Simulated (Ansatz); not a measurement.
# Calculations on Zn

## 1. Relaxation

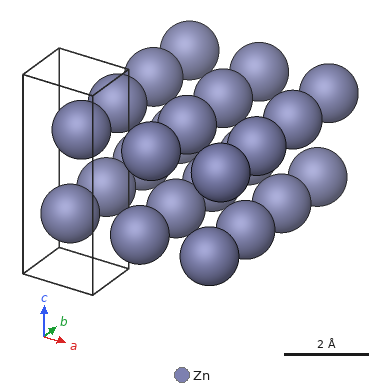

Crystalline Zn (set up in P6_3/mmc), before the relaxation. The picture is a spheres-only view of the cell of the calculation, repeated 3 × 4 × 1 with one cell outlined, seen slightly off an axis.

Case: relaxed at 3 GPa.

Level of theory: Ansatz, DFT r2SCAN, scalar-relativistic, plane waves, PAW.

Input file:
```yaml
crystal:
  lattice:
    - [2.5708063511, 0.0, 0.0]
    - [-1.2854031755, 2.2263836083, 0.0]
    - [0.0, 0.0, 4.9436839106]
  atoms:
    - { symbol: Zn, position: [0.3333333333, 0.6666666667, 0.25] }
    - { symbol: Zn, position: [0.6666666667, 0.3333333333, 0.75] }
basis:
  ecutwfc: 500
kpoints:
  mp_grid: { grid: [18, 18, 8] }
hamiltonian:
  xc: r2scan
scf:
  occupations: { method: gaussian, width: 0.1 }
output:
  forces: true
  stress: true
  eigenvalues: true
relax:
  adjacent_minimum: "off"
  f_tol: 0.008
  max_steps: 50
  cell: { stress_tol: 0.08, p_target: 3.0 }
```

Command:
```bash
ansatz run input.yaml --threads 1 --pin off --max-ram 2560MiB --backend cpu --events-out ev --progress --plain --runs-dir out
```

Predict the outcome.

Answer. No atom moves by more than 0.005 Å relative to the cell. The volume changes by −1.4 %, with a = b 2.571 → 2.590 Å (+0.7 %), c 4.944 → 4.804 Å (−2.8 %). Near-neighbour distances that change, for instance: Zn1–Zn2 2.883 → 2.829 Å, Zn1–Zn1 2.571 → 2.590 Å. The space group stays P6_3/mmc (No. 194). The energy rises by 1.7 meV per atom in 2 accepted moves (4 points after the start). With the target pressure of 3 GPa, the enthalpy E + pV changes by −2.0 meV per atom. All forces vanish by symmetry, so only the cell relaxes. Pressure: 2.74 GPa at the start and 2.96 GPa at the end. The line search rejected the trial step at point 2 of the run. At 1 point the geometry stayed and the basis and grid were re-selected for the new cell (energy shift of less than 0.05 meV per atom at most each time). The run took 63 s on 1 thread of Arm Neoverse V1, with other jobs on the host, peak memory 0.45 GiB.

Step by step:

```csv
step,"E − E(0), meV/atom","pressure, GPa","volume, Å³/atom",note
0,0.00,2.74,14.148,
1,0.76,3.05,14.060,
2,3.80,2.34,13.938,rejected
3,1.66,2.97,13.952,
4,1.70,2.96,13.952,"same geometry, new basis"
```

The end point in the same view:

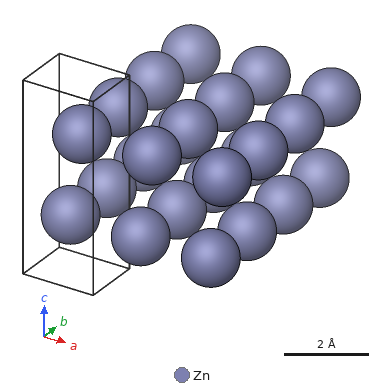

## 2. Relaxation

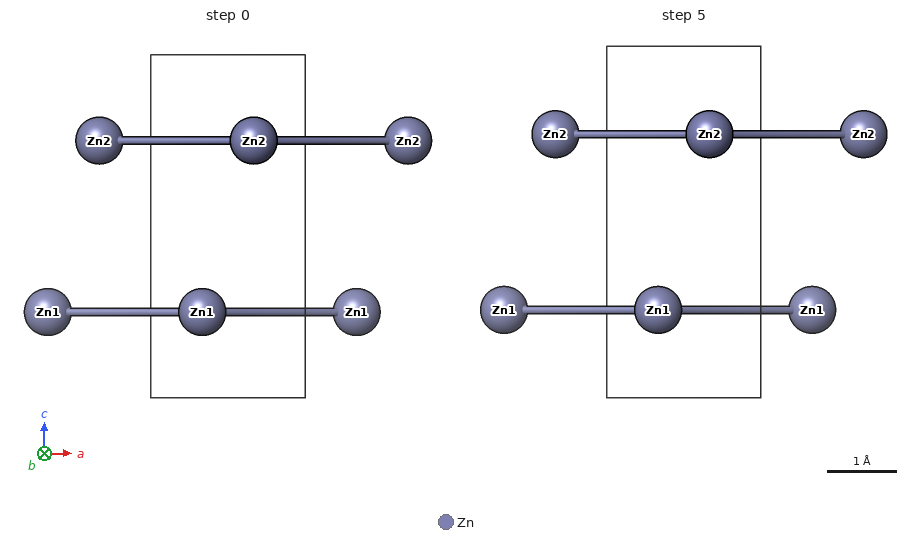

The structure of solid Zn (set up in P6_3/mmc) before (left) and after (right) a relaxation, at one scale.

The picture is a ball-and-stick view of the cell of the calculation, seen along the b axis.

Case: relaxed at -3 GPa.

These are results of Ansatz 0.2.0, DFT r2SCAN, scalar-relativistic, plane waves, PAW, not measurements. Settings: plane-wave cutoff 500 eV; k-point mesh 18 × 18 × 8; occupations gaussian; smearing width 0.1 eV; target pressure -3 GPa; no spin polarisation; cell and atoms relaxed; force threshold 0.008 eV/Å; at most 50 steps.

**Describe what moved and what it gained.**

The atoms keep their places relative to the cell (all moves are under 0.005 Å). The volume changes by +2.0 %, with a = b 2.620 → 2.614 Å (−0.2 %), c 5.038 → 5.163 Å (+2.5 %). Some distances before and after: Zn1–Zn1 2.620 → 2.614 Å. The space group stays P6_3/mmc (No. 194). The energy rises by 3.7 meV per atom in 3 accepted moves (5 points after the start). With the target pressure of -3 GPa, the enthalpy E + pV changes by −2.0 meV per atom. All forces vanish by symmetry, so only the cell relaxes. Pressure: −2.38 GPa at the start and −3.03 GPa at the end. The line search rejected the trial step at point 2 of the run. At 1 point the geometry stayed and the basis and grid were re-selected for the new cell (energy shift of 0.1 meV per atom at most each time). Cost: 72 s on 1 thread of Arm Neoverse V1 (shared host), peak memory 0.45 GiB.

## 3. A change

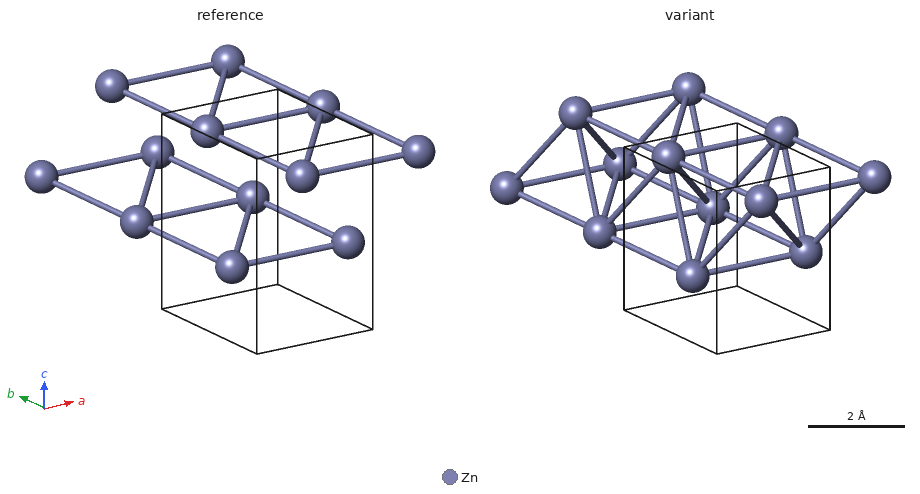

Left: solid Zn (set up in P6_3/mmc). Right: the same structure after one change, at the same scale. The picture is a ball-and-stick view of the cell of the calculation, repeated 2 × 3 × 1 with one cell outlined, seen from a free direction.

All numbers below come from DFT r2SCAN, scalar-relativistic, plane waves, PAW (Ansatz). Settings: plane-wave cutoff 500 eV; occupations gaussian; smearing width 0.1 eV; no spin polarisation. The k-mesh is chosen for each cell (18×18×8, 18×18×10).

The crystal is put under a hydrostatic pressure of 30 GPa. Cell and atoms are relaxed at that pressure.

> And its effect?

Energy change: +203 meV per atom. (The two runs use different k-meshes.) Pressure: 0.0 GPa before, 30.0 GPa after. The volume changes by −20.5 %, with a = b 2.595 → 2.532 Å (−2.5 %), c 4.991 → 4.171 Å (−16.4 %). No atom moves by more than 0.005 Å relative to the cell. Some distances before and after: Zn–Zn 2.911 → 2.547 Å, Zn–Zn 2.595 → 2.532 Å. The space group stays P6_3/mmc (No. 194).
